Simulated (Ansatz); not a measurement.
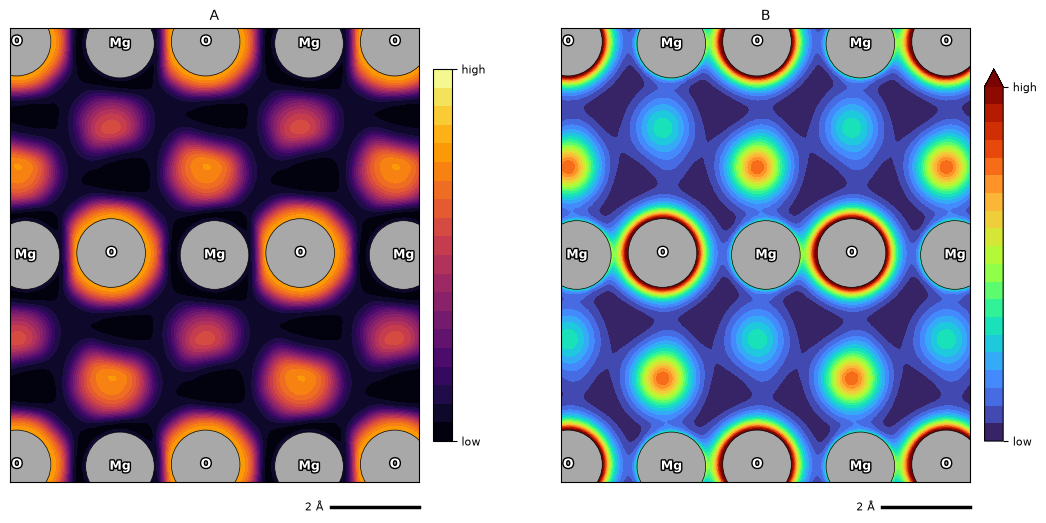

MgO: 2 fields on the (011) plane of the conventional cell, with unlabelled colour scales. Grey discs cover the atomic cores.

Space group Cm; changed on purpose from its base cell (atom 2 (O) moved by (-0.200, -0.100) A along x and y); not relaxed (largest force 1.2 eV/Å); computed pressure about 3 GPa in this cell.

Level of theory: DFT PBE, scalar-relativistic, plane waves, PAW in Ansatz 0.2.0.

Q: Match the panels to the quantities (electron localisation function and valence pseudo-density).

A: Panel A: electron localisation function. Panel B: valence pseudo-density. From the grid: Mg–O (1.94 Å): ρ at the midpoint is about 0.48 e/Å³; the ELF peaks at about 0.85 in the valence shell of O, 0.6 Å from its nucleus, and is about 0.35 at the midpoint; a closed-shell, largely ionic contact.
